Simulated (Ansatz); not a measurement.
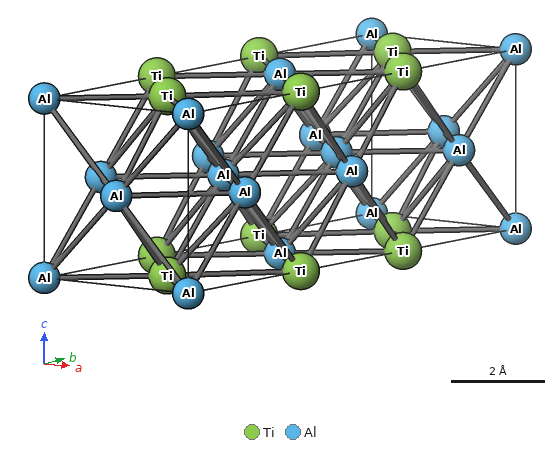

Phonons of crystalline TiAl2, space group Cmmm (No. 65), at the zone centre. Style: ball-and-stick. Shown: the conventional cell (2 times the calculation's cell), from a free direction. Lengths and directions refer to the drawn axes.

All numbers below come from DFT LDA, scalar-relativistic, plane waves, PAW (Ansatz 0.2.0).

Input file:
```yaml
crystal:
  lattice:
    - [1.9351437895, -5.9782516268, 0.0]
    - [1.9351437895, 5.9782516268, 0.0]
    - [0.0, 0.0, 3.9266063367]
  atoms:
    - { symbol: Ti, position: [0.6561106338, 0.3438893662, 0.0] }
    - { symbol: Ti, position: [0.3438893662, 0.6561106338, 0.0] }
    - { symbol: Al, position: [0.0, 0.0, 0.0] }
    - { symbol: Al, position: [0.8269956922, 0.1730043078, 0.5] }
    - { symbol: Al, position: [0.1730043078, 0.8269956922, 0.5] }
    - { symbol: Al, position: [0.5, 0.5, 0.5] }
basis:
  ecutwfc: 420
kpoints:
  mp_grid: { grid: [10, 10, 10] }
hamiltonian:
  xc: lda
scf:
  occupations: { method: fermi_dirac, width: 0.15 }
output:
  eigenvalues: true
phonons:
  method: dfpt
  eigenvectors: true
```

Run as
```bash
ansatz run input.yaml --threads 2 --pin off --max-ram 6144MiB --backend cpu --events-out ev --progress --plain --runs-dir out
```

The frequencies depend somewhat on the k-mesh and the smearing.

Q: List the optical modes.

A: The calculation's cell holds 6 atoms, so there are 15 optical modes, in 14 levels. No level is unstable.

| level | symmetry | frequency (cm⁻¹) | activity |
| --- | --- | --- | --- |
| 1 | B₁g | 223 | Raman-active |
| 2 | B₃g | 236 | Raman-active |
| 3 | B₁u | 240 | infrared-active |
| 4 | B₃u | 246 | infrared-active |
| 5 | A_g | 247 | Raman-active |
| 6 | B₂u | 262 | infrared-active |
| 7 | B₃u | 287 | infrared-active |
| 8 | B₂u | 294 | infrared-active |
| 9 | B₁u | 312 | infrared-active |
| 10 | A_g | 314 | Raman-active |
| 11 | B₃g | 320 | Raman-active |
| 12 | B₂u | 336 | infrared-active |
| 13 | B₁g | 345 | Raman-active |
| 14 | doubly degenerate | 362 | not assigned |

The crystal is a metal, so free carriers screen the infrared response.

The modes drawn as arrows, 6 of the levels:

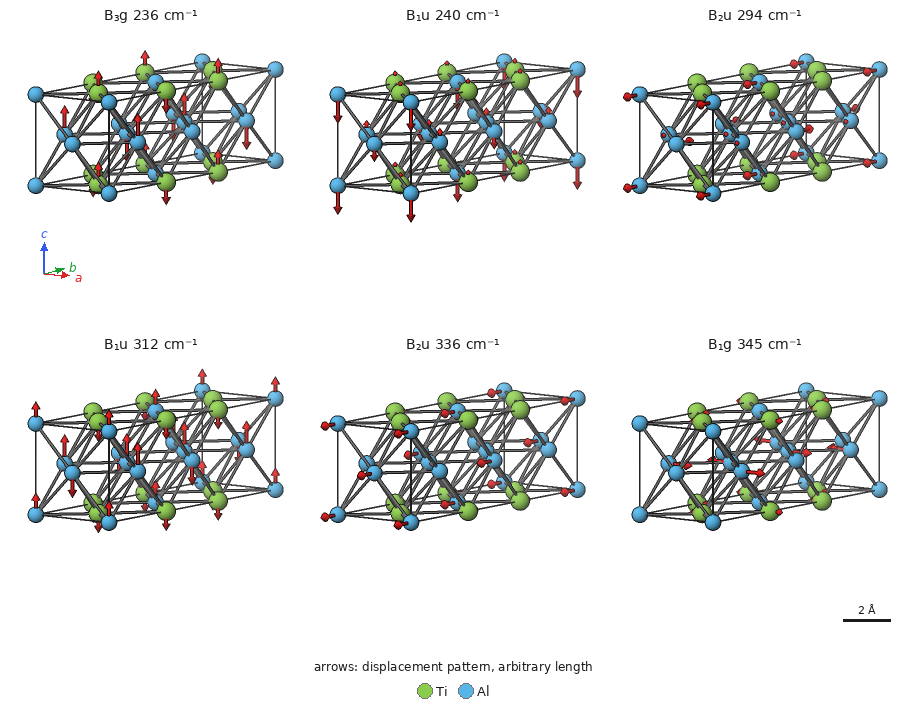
